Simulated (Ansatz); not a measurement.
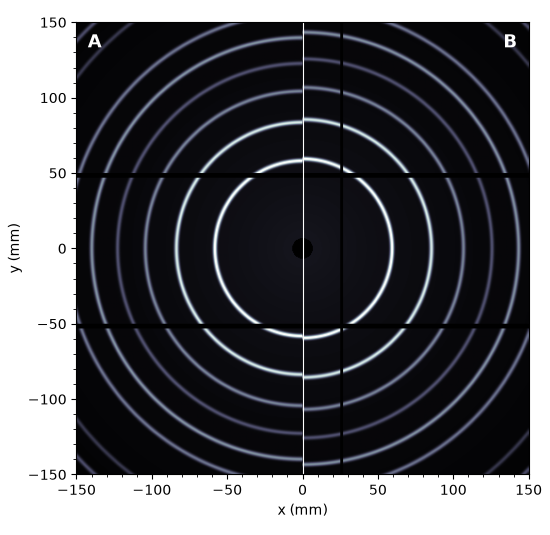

Simulated X-ray powder rings on a flat area detector normal to the beam: λ = 0.5594 Å, sample-to-detector distance 270 mm, axes in mm from the beam centre, for a fine-grained powder without texture. Kinematic intensities with B = 0.8 Å² for all atoms, without absorption; brightness goes as intensity to the power 0.5, clipped at the top. Reflections closer than the ring width show as one ring. The left and right halves show two different samples, each scaled to its strongest ring.

Both are Pt in Pm-3m, with cells of different size. Origins: A, coordinates from a relaxation with Ansatz, DFT, RPBE, plane waves (420 eV) with PAW, scalar-relativistic; the starting structure was generated, so it need not be a known form of this composition; B, the input geometry of an electronic-structure calculation (not necessarily at equilibrium); the starting structure was generated, so it need not be a known form of this composition.

Which half has the larger cell, and by how much?

Half A: the volume of B is 6.1 % smaller than that of A, and a larger cell draws the rings inwards on average.
A: a = 2.643 Å, b = 2.643 Å, c = 2.643 Å, α = 90.00°, β = 90.00°, γ = 90.00°; 100 at 58.1 mm (d = 2.64 Å), 110 at 83.7 mm (d = 1.869 Å), 111 at 104.3 mm (d = 1.526 Å), 200 at 122.7 mm (d = 1.321 Å).
B: a = 2.588 Å, b = 2.588 Å, c = 2.588 Å, α = 90.00°, β = 90.00°, γ = 90.00°; 100 at 59.4 mm (d = 2.59 Å), 110 at 85.6 mm (d = 1.830 Å), 111 at 106.8 mm (d = 1.494 Å), 200 at 125.7 mm (d = 1.294 Å).
